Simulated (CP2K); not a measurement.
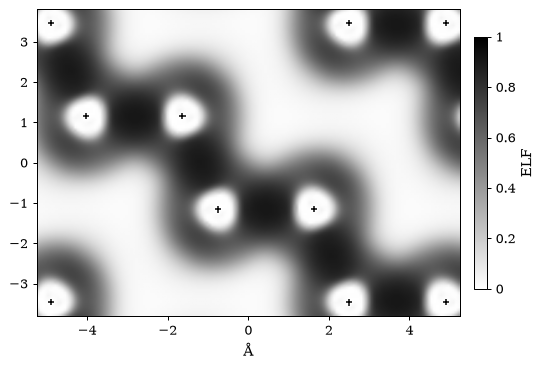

The ELF on a plane through atoms (crosses mark nuclei in the plane).

All numbers below come from Kohn-Sham DFT of a periodic cell, PBEsol, GTH-PBE with UZH-TZVP basis (CP2K 2026.2).

Candidates:
A. Ge, a = 4.00 Å, b = 4.00 Å, c = 9.80 Å, α = 90.00°, β = 90.00°, γ = 120.00°. Space group R-3m; changed on purpose from its base cell (atoms moved at random by about 0.05 A); not relaxed (largest force 0.7 eV/Å); computed pressure about 4 GPa in this cell.
B. Al, a = 4.05 Å, b = 4.05 Å, c = 4.05 Å, α = 90.00°, β = 90.00°, γ = 90.00°. Space group Fm-3m.
C. CoO, a = 3.20 Å, b = 3.20 Å, c = 7.70 Å, α = 90.00°, β = 90.00°, γ = 120.00°. Space group R3m; a structure from a database of computed crystals, not necessarily the ambient phase; computed pressure about −5 GPa in this cell; spin-polarised.

Q: Which system is this?

A: Candidate A: Ge on the (110) plane of the conventional cell, which holds Ge. Ge–Ge (2.39 Å): the ELF peaks at about 0.90 between the atoms; a shared electron pair. Ge–Ge (2.47 Å): the ELF peaks at about 0.90 between the atoms: localised, covalent bonding.
